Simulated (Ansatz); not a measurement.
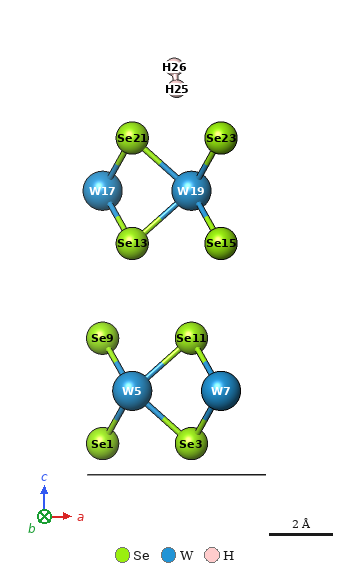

This is the input geometry for a constrained relaxation of a slab of composition HW4Se8 (cut from the P6_3/mmc phase). A ball-and-stick model of the cell of the calculation, outlined in the plane, without the vacuum (origin shifted), seen along the b axis.

Case: 1 H2 a cell, tilted, over a bridge Se-Se site. The slab is the (0 0 1) face of WSe2 with H2 on it. 12 atoms are held fixed.

Level of theory: DFT PBE+D3(BJ), scalar-relativistic, plane waves, PAW in Ansatz.

The input:
```yaml
crystal:
  lattice:
    - [6.5580551065, 0.0, 0.0]
    - [-3.2790275533, 5.6794423217, 0.0]
    - [0.0, 0.0, 28.455850318]
  atoms:
    - { symbol: Se, position: [0.1666666667, 0.3333333333, 0.2811372674] }
    - { symbol: Se, position: [0.1666666667, 0.8333333333, 0.2811372674] }
    - { symbol: Se, position: [0.6666666667, 0.3333333333, 0.2811372674] }
    - { symbol: Se, position: [0.6666666667, 0.8333333333, 0.2811372674] }
    - { symbol: W, position: [0.3333333333, 0.1666666667, 0.3403297479] }
    - { symbol: W, position: [0.3333333333, 0.6666666667, 0.3403297479] }
    - { symbol: W, position: [0.8333333333, 0.1666666667, 0.3403297479] }
    - { symbol: W, position: [0.8333333333, 0.6666666667, 0.3403297479] }
    - { symbol: Se, position: [0.1666666667, 0.3333333333, 0.3995222284] }
    - { symbol: Se, position: [0.1666666667, 0.8333333333, 0.3995222284] }
    - { symbol: Se, position: [0.6666666667, 0.3333333333, 0.3995222284] }
    - { symbol: Se, position: [0.6666666667, 0.8333333333, 0.3995222284] }
    - { symbol: Se, position: [0.3333333333, 0.1666666667, 0.5060443222] }
    - { symbol: Se, position: [0.3333333333, 0.6666666667, 0.5060443222] }
    - { symbol: Se, position: [0.8333333333, 0.1666666667, 0.5060443222] }
    - { symbol: Se, position: [0.8333333333, 0.6666666667, 0.5060443222] }
    - { symbol: W, position: [0.1666666667, 0.3333333333, 0.5652818479] }
    - { symbol: W, position: [0.1666666667, 0.8333333333, 0.5652818479] }
    - { symbol: W, position: [0.6666666667, 0.3333333333, 0.5652818479] }
    - { symbol: W, position: [0.6666666667, 0.8333333333, 0.5652818479] }
    - { symbol: Se, position: [0.3333333333, 0.1666666667, 0.624541185] }
    - { symbol: Se, position: [0.3333333333, 0.6666666667, 0.624541185] }
    - { symbol: Se, position: [0.8333333333, 0.1666666667, 0.624541185] }
    - { symbol: Se, position: [0.8333333333, 0.6666666667, 0.624541185] }
    - { symbol: H, position: [0.5833333333, 0.6666666667, 0.6800657953] }
    - { symbol: H, position: [0.5699664772, 0.7022260409, 0.7044122826] }
basis:
  ecutwfc: 420
kpoints:
  mp_grid: { grid: [3, 3, 1] }
hamiltonian:
  xc: pbe
  dispersion: d3bj
scf:
  occupations: { method: gaussian, width: 0.05 }
output:
  forces: true
  eigenvalues: true
  write_density: true
  write_potential: true
  elf: true
  volumetric_format: npy
relax:
  adjacent_minimum: "off"
  f_tol: 0.04
  max_steps: 100
  constraints: [{ sites: [0, 1, 2, 3, 4, 5, 6, 7, 8, 9, 10, 11] }]
efield:
  axis: 3
  dipole_correction: true
  ramp_width: 0.04
```

Run as
```bash
ansatz run input.yaml --threads 4 --pin off --max-ram 10240MiB --backend cpu --events-out ev --progress --plain --runs-dir out
```

**Predict the outcome.**

The largest move is that of H25, 1.42 Å at 35° to the normal (+c side). By element the largest moves are H 1.42 Å, Se 0.01 Å, W 0.01 Å. The cell stays as it was. Over 11 geometry steps the energy falls by 0.420 eV per cell of the calculation. Largest force component: 0.62 eV/Å at the start, 0.024 eV/Å at the end. The run took 12 min on 4 threads of Arm Neoverse V2, on a shared host, peak memory 4.4 GiB.

The end point in the same view:

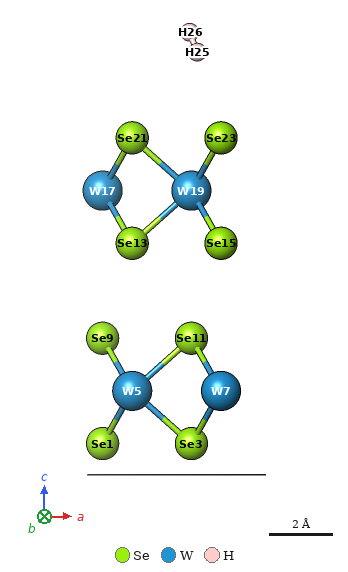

Limits of the set-up: the periodic images lie only 6.6 Å apart, so the values are limited by the cell's size.
